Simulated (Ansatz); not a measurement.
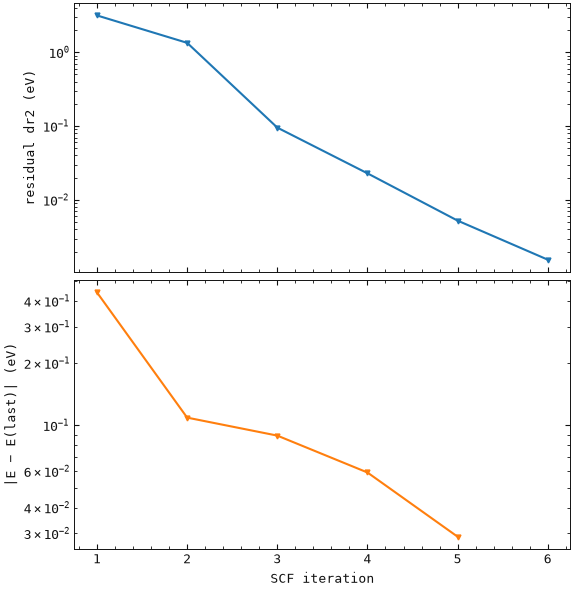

The plot shows the SCF iterations of a calculation: density residual dr2, distance of the Harris–Foulkes energy from its last value.

Ta2N (3 atoms in the cell), run with Ansatz.

```
crystal:
  lattice:
    - [3.1011400556, 0.0, 0.0]
    - [-1.5505700278, 2.6856660688, 0.0]
    - [0.0, 0.0, 4.8818900623]
  atoms:
    - { symbol: Ta, position: [0.6340862945, 0.268172589, 0.7449050322] }
    - { symbol: Ta, position: [0.3659137055, 0.731827411, 0.2550949678] }
    - { symbol: "N", position: [0.0, 0.0, 0.0] }
basis:
  ecutwfc: "700 eV"
kpoints:
  mp_grid: { grid: [18, 18, 10] }
hamiltonian:
  xc: pbe
  hubbard: { sites: [{ species: Ta, l: d, u_eff: 8.0 }], double_counting: amf }
scf:
  occupations: { method: gaussian, width: 0.15 }
output:
  forces: true
  eigenvalues: true
  stress: true
```

Run as:
```bash
ansatz run input.yaml --threads 2 --pin off --max-ram 5120MiB --backend cpu --events-out ev --progress --plain --runs-dir out
```

**Did the calculation converge?**

It was still iterating, at step 6, when the time limit ended it. The residual is still falling at the last step (down to 1.5 × 10⁻³).
